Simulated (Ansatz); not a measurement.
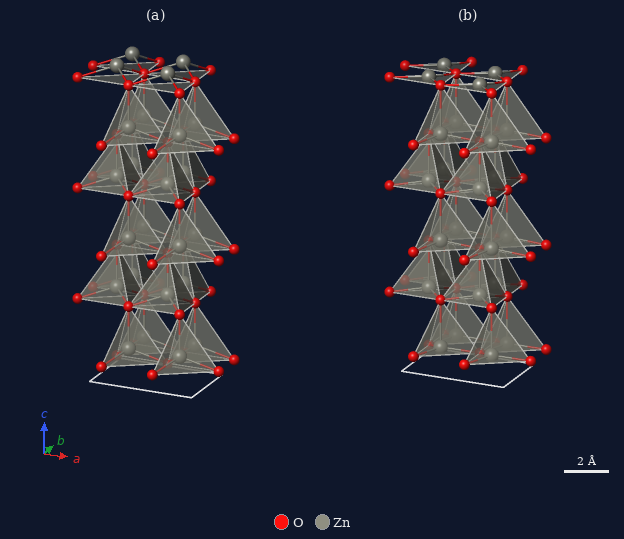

The structure of a slab of composition ZnO (cut from the P6_3mc phase) before (left) and after (right) a relaxation, at one scale.

A polyhedral model of the 2 × 2 repeat of the cell, outlined in the plane, without the vacuum, seen slightly off an axis.

Case: (0 0 1) slab, atoms relaxed. The slab is the (0 0 1) face of ZnO.

All numbers below come from Ansatz 0.2.0, DFT PBEsol, scalar-relativistic, plane waves, PAW.

Input file:
```yaml
crystal:
  lattice:
    - [3.2300563402, 0.0, 0.0]
    - [-1.6150281701, 2.7973108462, 0.0]
    - [0.0, 0.0, 28.6666317632]
  atoms:
    - { symbol: O, position: [0.3333333333, 0.6666666667, 0.2616282255] }
    - { symbol: Zn, position: [0.6666666667, 0.3333333333, 0.2836475183] }
    - { symbol: O, position: [0.6666666667, 0.3333333333, 0.3525730768] }
    - { symbol: Zn, position: [0.3333333333, 0.6666666667, 0.3745923695] }
    - { symbol: O, position: [0.3333333333, 0.6666666667, 0.443517928] }
    - { symbol: Zn, position: [0.6666666667, 0.3333333333, 0.4655372208] }
    - { symbol: O, position: [0.6666666667, 0.3333333333, 0.5344627792] }
    - { symbol: Zn, position: [0.3333333333, 0.6666666667, 0.556482072] }
    - { symbol: O, position: [0.3333333333, 0.6666666667, 0.6254076305] }
    - { symbol: Zn, position: [0.6666666667, 0.3333333333, 0.6474269232] }
    - { symbol: O, position: [0.6666666667, 0.3333333333, 0.7163524817] }
    - { symbol: Zn, position: [0.3333333333, 0.6666666667, 0.7383717745] }
basis:
  ecutwfc: 420
kpoints:
  mp_grid: { grid: [9, 9, 1] }
hamiltonian:
  xc: pbesol
scf:
  occupations: { method: gaussian, width: 0.05 }
output:
  forces: true
  eigenvalues: true
  write_density: true
  write_potential: true
  elf: true
  volumetric_format: npy
relax:
  adjacent_minimum: "off"
  f_tol: 0.02
  max_steps: 60
efield:
  axis: 3
  dipole_correction: true
  ramp_width: 0.04
```

Launched with:
```bash
ansatz run input.yaml --threads 1 --pin off --max-ram 3072MiB --backend cpu --events-out ev --progress --plain --runs-dir out
```

### Summarise the run.

Over 8 accepted moves (12 points after the start) the energy falls by 0.433 eV per cell of the calculation. Largest force component: 1.4 eV/Å at the start, 0.015 eV/Å at the end. The line search rejected the trial steps at points 5, 8, 9, 11 of the run. The atom that moves furthest relative to the layer's centre is Zn12 (0.53 Å along the normal (−c)). Largest moves by element: Zn 0.53 Å, O 0.49 Å. The cell doesn't change. Among the contacts that change: Zn10–O11 1.976 → 2.287 Å, Zn8–O9 1.976 → 2.226 Å, Zn2–O3 1.976 → 2.219 Å, Zn6–O7 1.976 → 2.207 Å. Bond angles that change, for instance: Zn10–O11–Zn12 108.7° → 92.9°, O1–Zn2–O3 108.7° → 96.4°, O3–Zn4–O5 108.7° → 99.1°.
